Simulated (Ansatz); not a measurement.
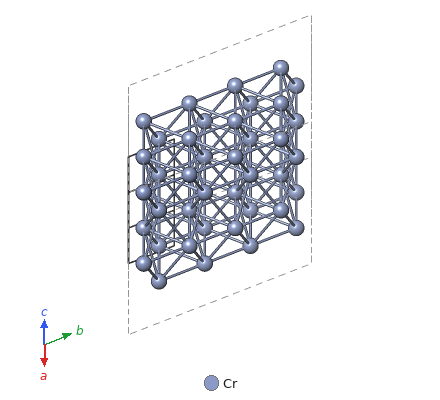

Cr (P6_3/mmc, No. 194): the input geometry of an electronic-structure calculation (not necessarily at equilibrium); the starting structure was generated, so it need not be a known form of this composition.

```yaml
crystal:
  lattice:
    - [2.45668, 0.00000, 0.00000]
    - [-1.22834, 2.12755, 0.00000]
    - [0.00000, 0.00000, 4.47182]
  atoms:
    - { symbol: Cr, position: [0.33333, 0.66667, 0.25000] }
    - { symbol: Cr, position: [0.66667, 0.33333, 0.75000] }
```

> What will a projected-potential map along [201] show? Computed as the sum of neutral-atom potentials (tabulated electron scattering factors, B = 0.5 Å²) projected along the beam and smoothed by 0.25 Å; brighter is more positive.

The columns repeat on a centred rectangular net of 1.65 × 4.26 Å (plane group c2mm). All columns are alike (Cr). The shortest distance between visible columns is 1.09 Å in projection. Along the beam the structure repeats every 6.64 Å.

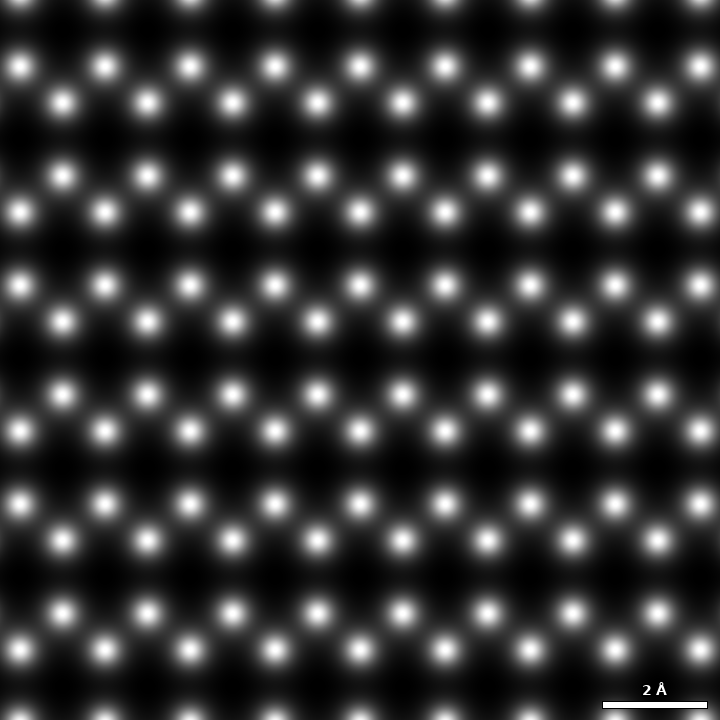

The simulated image.

> What mean inner potential do neutral atoms give for this crystal?

About 29 V (the sum of the forward scattering factors over the cell volume; bonding usually lowers the true value).
